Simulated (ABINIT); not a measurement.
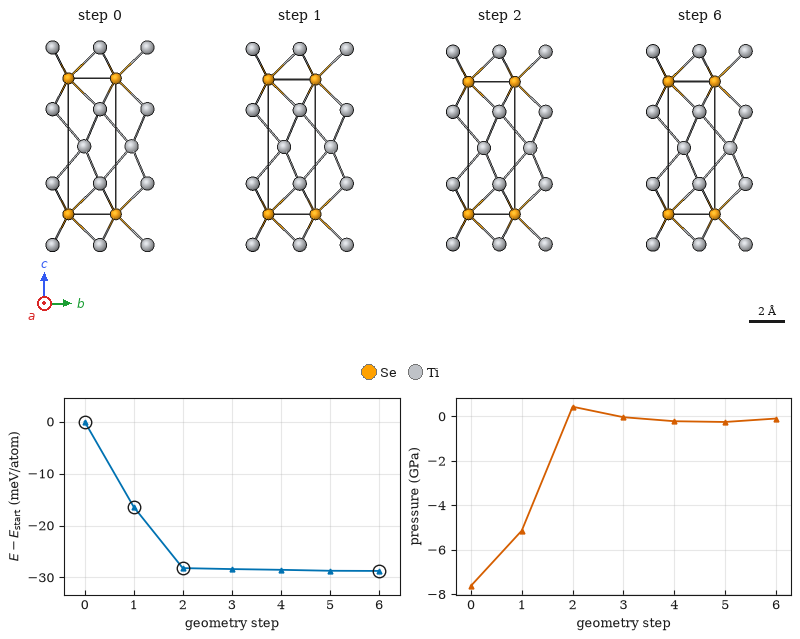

Frames of a relaxation of crystalline Ti3Se (set up in P-6m2), marked on the history of the run. Style: ball-and-stick. Shown: the cell of the calculation, along the a axis.

The run lets cell and atoms move.

Method: ABINIT 10.8.3, Kohn-Sham DFT of a periodic cell, LDA, JTH PAW LDA v2.0.

Input file:
```
# Pseudopotentials
pp_dirpath "./"
pseudos "Se.LDA_PW-JTH.xml, Ti.LDA_PW-JTH.xml"

# Structure
acell 3*1.0
rprim
     6.0422964801     0.0000000000     0.0000000000
    -3.0211482401     5.2327822490     0.0000000000
     0.0000000000     0.0000000000    15.0096127277
ntypat 2
znucl 34 22
natom 4
typat 1 2 2 2
xred
     0.0000000000     0.0000000000     0.0000000000
     0.6666666667     0.3333333333     0.5000000000
     0.3333333333     0.6666666667     0.7729020000
     0.3333333333     0.6666666667     0.2270980000
chkprim 0
chksymtnons 0
tolsym 1.0e-6

# Plane-wave basis
ecut 15.0
pawecutdg 30.0
pawovlp -1

# k points
kptopt 1
ngkpt 10 10 4
nshiftk 1
shiftk 0.0 0.0 0.0

# Exchange and correlation
ixc 7

# Bands and occupations
nband 26
occopt 3
tsmear 0.00183747

# SCF cycle
nstep 100
tolvrs 1.0e-9

# Output
iomode 3
prtwf 0
prtden 0
prteig 0
prtebands 0

# Relaxation
ionmov 2
ntime 60
tolmxf 0.0005
optcell 2
dilatmx 1.08
ecutsm 0.5
```

Launched with:
```bash
abinit run.abi > log 2>&1
```

Q: What happens along the run?

A: The largest moves relative to the cell, 0.011 Å, are those of Ti atoms. Se stays in place. The volume changes by −6.5 %, with a = b 3.197 → 3.129 Å (−2.1 %), c 7.943 → 7.757 Å (−2.3 %). Some distances before and after: Ti–Ti 2.847 → 2.775 Å, Ti–Ti 3.197 → 3.129 Å, Se–Ti 2.581 → 2.531 Å. The space group stays P-6m2 (No. 187). Over 6 geometry steps the energy falls by 28.7 meV per atom. The largest force component goes from 0.094 to 0.0017 eV/Å. The pressure goes from −7.62 to −0.09 GPa. Cost: 7.5 min on 1 thread of Arm Neoverse V2, with other jobs on the host, peak memory 0.15 GiB. From step 0 to 1: volume −2.3 %, energy −16.4 meV per atom. From step 1 to 2: volume −4.5 %, energy −11.8 meV per atom. From step 2 to 6: volume +0.2 %, energy −0.5 meV per atom.

```
step  E − E(0), meV/atom  largest force component, eV/Å  pressure, GPa  volume, Å³/atom
   0                0.00                         0.0937          -7.62           17.581
   1              -16.41                         0.0089          -5.14           17.174
   2              -28.20                         0.1654           0.44           16.410
   3              -28.38                         0.1318          -0.03           16.464
   4              -28.52                         0.0932          -0.22           16.480
   5              -28.71                         0.0191          -0.25           16.469
   6              -28.74                         0.0017          -0.09           16.445
```
